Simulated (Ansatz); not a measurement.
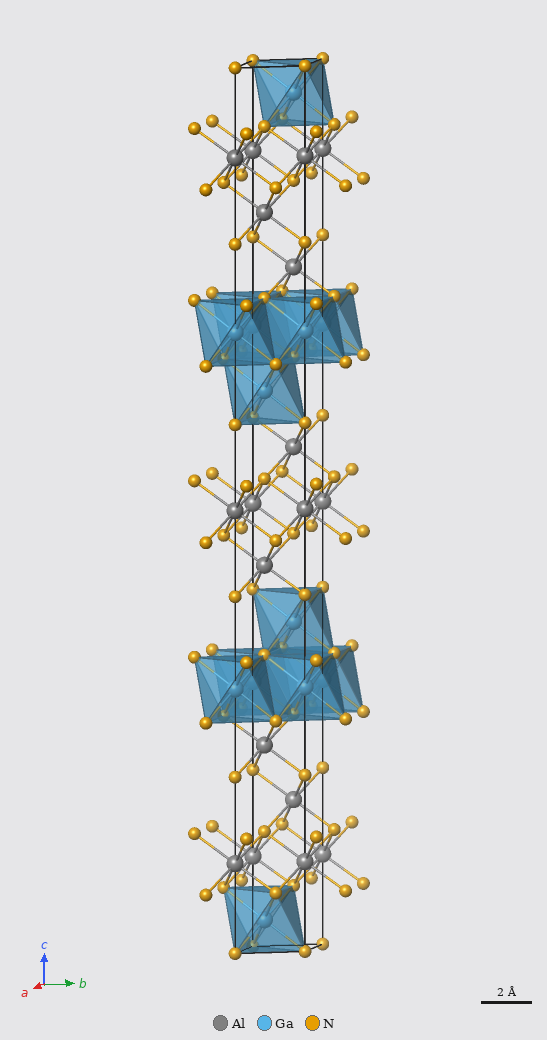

An orthographic polyhedral view of the structure, slightly off an axis. One conventional unit cell is framed, with atoms on its boundary repeated. Some atoms of the next cells are drawn as well. Cell: a = 2.93 Å, b = 2.93 Å, c = 35.99 Å, α = 90.00°, β = 90.00°, γ = 120.00°.

The structure comes from a structure type filled with these elements by a generator (whether the compound takes this form wasn't checked). Earlier steps of the study, as a rule a relaxation of our own, may have changed the cell and positions, so they can lie some per cent off the listed ones. It went into a calculation with Ansatz.

Summary of the structure:

The structure is one of Al3Ga2N5. The structure has R-3m (No. 166) symmetry and a rhombohedral (trigonal R) lattice. Cell content: 9 Al, 6 Ga, 15 N, that is 3 formula units. The polyhedra are GaN6 octahedra; they share corners and edges. The Al atoms are each bonded to six N in an octahedral arrangement at about 2.0 Å. Ga bonds to six N in an octahedral arrangement at about 2.1 Å. N takes three kinds of site: 6c with six Al in an octahedral arrangement at about 2.1 Å; 6c with three Al and three Ga in an octahedral arrangement (about 2.0 Å to Al, 2.1 Å to Ga); 3a with six Ga in an octahedral arrangement at about 2.1 Å. The bonds build a three-dimensional framework.

Electronic-structure method: DFT PBE, scalar-relativistic, plane waves, PAW (Ansatz). Parameters: a cutoff energy of 420 eV, k-points about 0.21 Å⁻¹ apart, Gaussian smearing of 0.02 eV, no spin polarisation.

How large a gap does the method give, if there is one?

A semiconductor at this level, with a gap of 2.04 eV, indirect.

Give the Bader charge of each element.

Al +2.48 e; Ga +1.66 e; N -2.47 to -1.66 e.

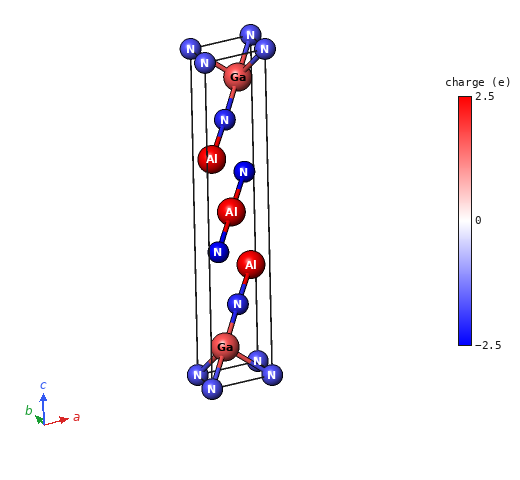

The atoms coloured by those charges. The run's cell of 10 atoms is drawn in a reduced setting, so axes and origin can differ from the first picture.

Has the structure come to rest?

Yes. All forces vanish to within 0.01 eV/Å. The pressure is 0.0 GPa, close to zero.
